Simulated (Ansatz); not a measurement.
Geometry relaxation of ZnO (part 1 of 2)

- system: ZnO (P6₃/mmc, 4 atoms in the cell)
- method: DFT, r2SCAN+rVV10, plane waves, PAW, no spin polarisation (Ansatz 0.2.0)

The structure was built on a prototype by a generator. The geometry comes from this level: PBEsol. Figures and captions count atoms from 1; the log counts them from 0 in places.

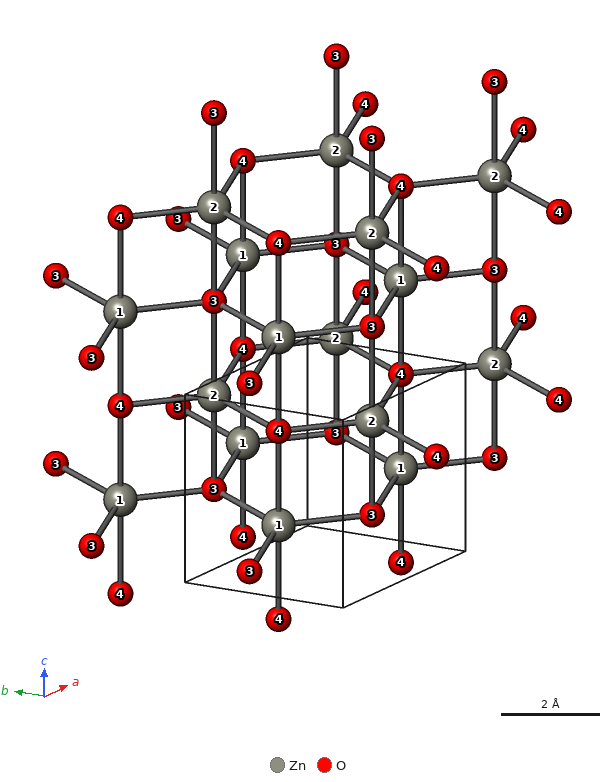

*The structure as given in the input (ball-and-stick view of the cell of the calculation, repeated 2 × 2 × 2, seen at an oblique angle; bonded neighbours outside the cell are drawn too; atoms are numbered from 1 in the order of the input). An atom can appear more than once, as a periodic image.*

Near neighbours in the periodic cell (some may lie outside the picture): Zn has 5 O at 1.97 to 2.24 Å; O has 5 Zn at 1.97 to 2.24 Å.

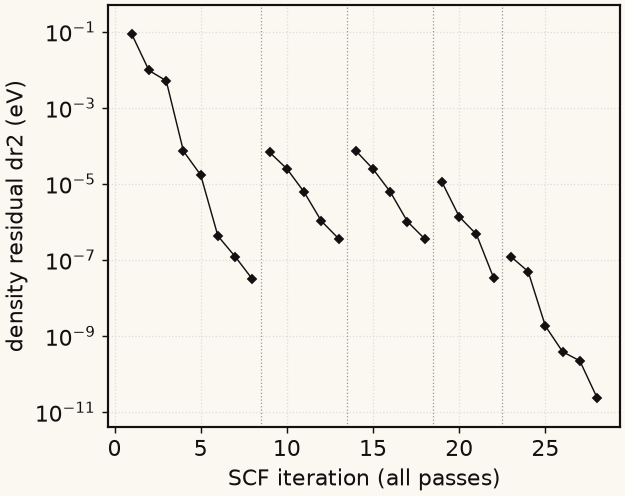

*Convergence of the self-consistent field: density residual dr2 against the SCF iteration. The dotted lines part the SCF passes of the relaxation: geometry steps, rejected trials and re-solves on a re-selected basis.*

The 5 passes take 4 to 8 iterations each, 28 in all.

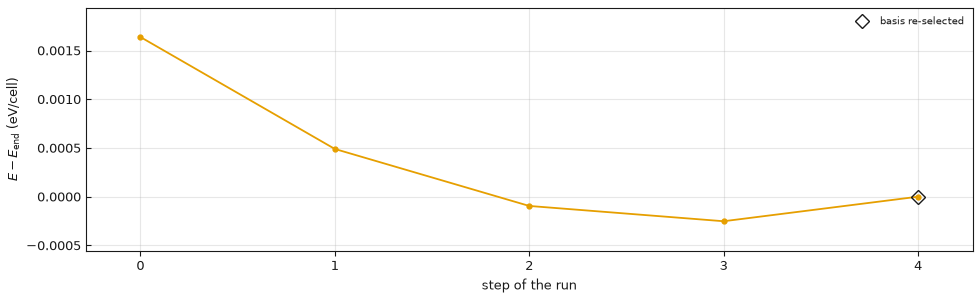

*Progress of the relaxation, step by step (the first geometry is step 0 here and step 1 in the log).*

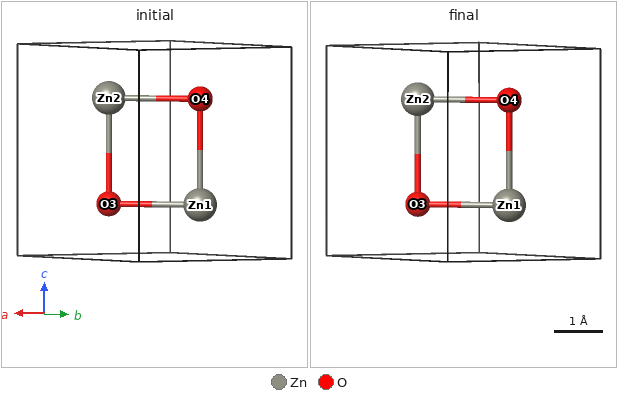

*Before (left) and after (right) the relaxation, at one scale (ball-and-stick view of the cell of the calculation, seen at an oblique angle).*

No atom moves by more than 0.005 Å relative to the cell. The drawn cell changes as follows: a = b 3.410 → 3.411 Å (0.0 %), c 4.488 → 4.450 Å (−0.8 %); the volume changes by −0.8 %. Distances before and after: Zn1–O4 2.244 → 2.225 Å. The space group stays P6_3/mmc (No. 194). After 3 geometry steps the energy has fallen by 1.9 meV per cell of the calculation. All forces vanish by symmetry, so only the cell relaxes. Pressure: −1.07 GPa at the start and 0.01 GPa at the end. A last SCF at the same geometry on a re-selected plane-wave basis shifts the energy by +0.3 meV per cell of the calculation. (Atoms are counted from 1 in the order of the input.)

The input that produced these results follows, with the program's output.

## Input
```yaml
crystal:
  lattice:
    - [3.4100853823, 0.0, 0.0]
    - [-1.7050426911, 2.9532205701, 0.0]
    - [0.0, 0.0, 4.4877390541]
  atoms:
    - { symbol: Zn, position: [0.3333333333, 0.6666666667, 0.25] }
    - { symbol: Zn, position: [0.6666666667, 0.3333333333, 0.75] }
    - { symbol: O, position: [0.6666666667, 0.3333333333, 0.25] }
    - { symbol: O, position: [0.3333333333, 0.6666666667, 0.75] }
kpoints:
  mp_grid: { grid: [12, 12, 6] }
hamiltonian:
  xc: r2scan
  dispersion: rvv10
scf:
  occupations: { method: fermi_dirac, width: 0.03 }
relax:
  f_tol: 0.01
  cell: {}
  max_steps: 120
```

Command:
```bash
ansatz run input.yaml --threads 2 --pin off --max-ram 2211MiB --backend cpu --events-out ev --progress --plain --runs-dir out
```

## Output
```
Engine: ansatz 0.2.0, aarch64-unknown-linux-gnu
Pseudopotentials: kind: paw
Pseudopotential: Zn, paw, valence charge 12, recommended cutoff 500 eV (meta_gga), Zn.paw.azcp
Pseudopotential: O, paw, valence charge 6, recommended cutoff 500 eV (meta_gga), O.paw.azcp
Functional definition: r2SCAN+rVV10
  parameter k0 = 0.174
  parameter k1 = 0.065
  parameter a1 = 4.9479
  exchange = r2scan_x(k0 = k0, k1 = k1, a1 = a1)
  correlation = r2scan_c + rvv10(11.95, 0.0093)
Crystal: 4 atoms, lattice volume = 45.195 Å³
Basis set: ecut = 500 eV, 1181 PW (Γ), exchange–correlation on 120×120×160 points (64 copies of the dense FFT grid, shifted against one another)
Bands: 22, of which v1, the nominal top of the filled ones, is band 18 counted from 1 (17 counted from 0)
Symmetry: 24 space group operations
Space group: P63/mmc (ITA 194), of the structure as read, at distance tolerance 3.6e-5 Å
k-points: 76 of 864
Non-local potential: Zn, projectors of the file, l = 0: 2, l = 1: 2, l = 2: 3, l = 3: 1
Non-local potential: O, projectors of the file, l = 0: 2, l = 1: 2, l = 2: 1
PAW form: soft (Blöchl's): semilocal exchange-correlation on the pseudo side does not see the compensation charge
rVV10 density: all electrons in the spheres
PAW frozen core: Zn, regenerated for the run's functional (the file was generated under x = pbe(κ = 0.804, μ = 0.2195149727645171), c = pbe(β = 0.06672455060314922))
PAW frozen core: O, regenerated for the run's functional (the file was generated under x = pbe(κ = 0.804, μ = 0.2195149727645171), c = pbe(β = 0.06672455060314922))
PAW one-centre angular grid: Zn, 590 points (default); XC on 261 of its mesh's 2673 points in the sphere
PAW one-centre angular grid: O, 302 points (default); XC on 160 Gauss nodes
Initial density: superposition of atomic densities (neutral atoms: chi_scale 0, normalization atom), corrected by the library's trained network
Initial wavefunctions: pseudopotential atomic-orbital guess
Functional: x = r2scan, c = r2scan + rvv10(b = 11.95, C = 0.0093); τ floored in thin density (d = 2e-4 eV/Å³)
SCF iter   1: F=—  HF=-7786.825990 eV  |F-HF|=—  |Δ(HF+E_count)|=         —  Δρ=2.04e-2  dr2=8.69e-2  dr2_τ=9.26e-2  ethr=1.77e-3  ⟨swp⟩=6.0  Hψ=7408  notcnv=0
preconditioner: auto → Resta (q_TF=auto, 2.627 Å⁻¹)  ε∞=6.8  [insulator: Δε(μ)=1.543 eV  Ē_g=13.793 eV  σ=0.030 eV  W_gap=1.00  n_scr=20 (ndim 8)  ℏωp=33.1 eV  f_vac=0.056  D(μ)=0.00/eV (n_scr^D=0)  ε∞_Penn≈6.8]
SCF iter   2: F=—  HF=-7786.853220 eV  |F-HF|=—  |Δ(HF+E_count)|=   2.72e-2  Δρ=5.22e-3  dr2=9.61e-3  dr2_τ=6.47e-4  ethr=2.41e-4  ⟨swp⟩=2.4  Hψ=3839  notcnv=0
SCF iter   3: F=—  HF=-7786.850517 eV  |F-HF|=—  |Δ(HF+E_count)|=   2.70e-3  Δρ=4.86e-3  dr2=5.17e-3  dr2_τ=2.10e-4  ethr=2.67e-5  ⟨swp⟩=2.0  Hψ=3168  notcnv=0
SCF iter   4: F=—  HF=-7786.849350 eV  |F-HF|=—  |Δ(HF+E_count)|=   1.17e-3  Δρ=5.25e-4  dr2=7.28e-5  dr2_τ=1.62e-5  ethr=1.44e-5  ⟨swp⟩=2.7  Hψ=2906  notcnv=0
SCF iter   5: F=—  HF=-7786.849439 eV  |F-HF|=—  |Δ(HF+E_count)|=   8.83e-5  Δρ=2.45e-4  dr2=1.72e-5  dr2_τ=1.25e-6  ethr=2.02e-7  ⟨swp⟩=2.0  Hψ=2808  notcnv=0
SCF iter   6: F=—  HF=-7786.849450 eV  |F-HF|=—  |Δ(HF+E_count)|=   1.16e-5  Δρ=4.17e-5  dr2=4.28e-7  dr2_τ=4.93e-8  ethr=4.78e-8  ⟨swp⟩=2.0  Hψ=2793  notcnv=0
SCF iter   7: F=—  HF=-7786.849451 eV  |F-HF|=—  |Δ(HF+E_count)|=   5.97e-7  Δρ=1.50e-5  dr2=1.23e-7  dr2_τ=4.37e-9  ethr=2.78e-10  ⟨swp⟩=5.0  Hψ=6857  notcnv=0
SCF iter   8: F=-7786.849451 eV  HF=-7786.849451 eV  |F-HF|=2.21e-8  |Δ(HF+E_count)|=   1.47e-8  Δρ=8.36e-6  dr2=3.14e-8  dr2_τ=1.61e-9  ethr=2.78e-10  ⟨swp⟩=4.0  Hψ=6036  notcnv=0
SCF 1 converged in 8 iterations: F = -7786.849451 eV  dr2 = 3.14e-8
  greatest PAW one-centre occupation: 0.990 electrons in one spin orbital (limit 2), on the Zn atom at site 1 (counted from 0), in its partial waves of l = 2
relax step   1: F+E_penalty+E_count = -7786.84945073 eV  Δ(F+E_penalty+E_count) = +0.000e0 eV  max|allowed force component| = 1.619e-16 eV/Å  Δτ_max = 0.0000 Å  P = -1.066 GPa  Ω = 45.195 Å³  (8 SCF iters, dr2 threshold 1.00e-7 eV, accepted)
Crystal: 4 atoms, lattice volume = 45.011 Å³
rVV10 density: all electrons in the spheres
Initial density: handed on by an earlier stage of this run
Initial wavefunctions: those handed on with the density
iter 1 solved again at ethr=1.68e-7 eV; its pass at ethr=3.10e-3 eV (dr2=6.06e-5 eV) is discarded
SCF iter   1: F=—  HF=-7786.850322 eV  |F-HF|=—  |Δ(HF+E_count)|=         —  Δρ=4.23e-4  dr2=6.77e-5  dr2_τ=2.42e-4  ethr=1.68e-7  ⟨swp⟩=2.1  Hψ=8228  notcnv=0
automatic band count: iteration 1 solves 21 bands in place of 22: the levels show a gap, and the empty bands left out lie too high to hold charge; the band table lists the bands solved (type scf.n_extra_bands for more)
preconditioner: auto → Resta (q_TF=auto, 2.629 Å⁻¹)  ε∞=7.5  [insulator: Δε(μ)=1.456 eV  Ē_g=12.997 eV  σ=0.030 eV  W_gap=1.00  n_scr=20 (ndim 8)  ℏωp=33.2 eV  f_vac=0.059  D(μ)=0.00/eV (n_scr^D=0)  ε∞_Penn≈7.5]
SCF iter   2: F=—  HF=-7786.850606 eV  |F-HF|=—  |Δ(HF+E_count)|=   2.85e-4  Δρ=2.36e-4  dr2=2.51e-5  dr2_τ=1.14e-6  ethr=1.68e-7  ⟨swp⟩=2.0  Hψ=2964  notcnv=0
SCF iter   3: F=—  HF=-7786.850601 eV  |F-HF|=—  |Δ(HF+E_count)|=   5.46e-6  Δρ=1.08e-4  dr2=6.14e-6  dr2_τ=4.29e-7  ethr=6.98e-8  ⟨swp⟩=2.4  Hψ=2800  notcnv=0
SCF iter   4: F=—  HF=-7786.850600 eV  |F-HF|=—  |Δ(HF+E_count)|=   7.23e-7  Δρ=5.42e-5  dr2=1.06e-6  dr2_τ=4.81e-8  ethr=1.71e-8  ⟨swp⟩=2.8  Hψ=2989  notcnv=0
SCF iter   5: F=-7786.850600 eV  HF=-7786.850600 eV  |F-HF|=2.83e-7  |Δ(HF+E_count)|=   1.10e-7  Δρ=2.91e-5  dr2=3.66e-7  dr2_τ=2.61e-8  ethr=1.11e-9  ⟨swp⟩=4.9  Hψ=6403  notcnv=0
SCF 2 converged in 5 iterations: F = -7786.850600 eV  dr2 = 3.66e-7
relax step   2: F+E_penalty+E_count = -7786.85060012 eV  Δ(F+E_penalty+E_count) = -1.149e-3 eV  max|allowed force component| = 1.249e-16 eV/Å  Δτ_max = 0.0000 Å  P = -0.452 GPa  Ω = 45.011 Å³  energy of the carried Pulay correction = +1.265e-4 eV  (5 SCF iters, dr2 threshold 4.00e-7 eV, accepted)
Crystal: 4 atoms, lattice volume = 44.832 Å³
Basis set: ecut = 500 eV, 1157 PW (Γ), exchange–correlation on 120×120×160 points (64 copies of the dense FFT grid, shifted against one another)
rVV10 density: all electrons in the spheres
iter 1 solved again at ethr=1.82e-7 eV; its pass at ethr=3.10e-3 eV (dr2=6.56e-5 eV) is discarded
```
